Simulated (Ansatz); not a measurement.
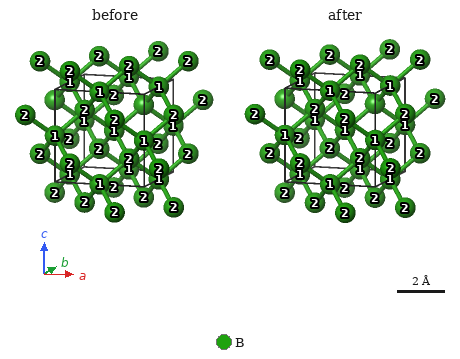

The structure of a crystal of B (built on the diamond_227 type) (coarse preliminary run) before (left) and after (right) a relaxation, at one scale.

A ball-and-stick model of the conventional cell (4 times the calculation's cell), seen slightly off an axis. Lengths and directions refer to the drawn axes.

Case: diamond type (Fd-3m, No. 227).

These are results of DFT PBE, scalar-relativistic, plane waves, PAW in Ansatz 0.2.0, not measurements. (plane-wave cutoff 420 eV; k-point mesh 8 × 8 × 8; occupations gaussian; smearing width 0.1 eV; no spin polarisation; cell and atoms relaxed; force threshold 0.04 eV/Å; at most 70 steps)

**What changed between the two?**

The energy falls by 15.9 meV per cell of the calculation in 2 accepted moves (3 points after the start). All forces vanish by symmetry, so only the cell relaxes. The pressure goes from 7.85 to 0.27 GPa. At 1 point the geometry stayed and the basis and grid were re-selected for the new cell (energy shift of 1.4 meV per cell of the calculation at most each time). No atom moves by more than 0.005 Å relative to the cell. Cell: a = b = c 3.996 → 4.049 Å (+1.3 %). Volume +4.1 %. Some distances before and after: B1–B2 1.730 → 1.753 Å. The space group stays Fd-3m (No. 227). The run took roughly 1.6 core-seconds on a shared host.
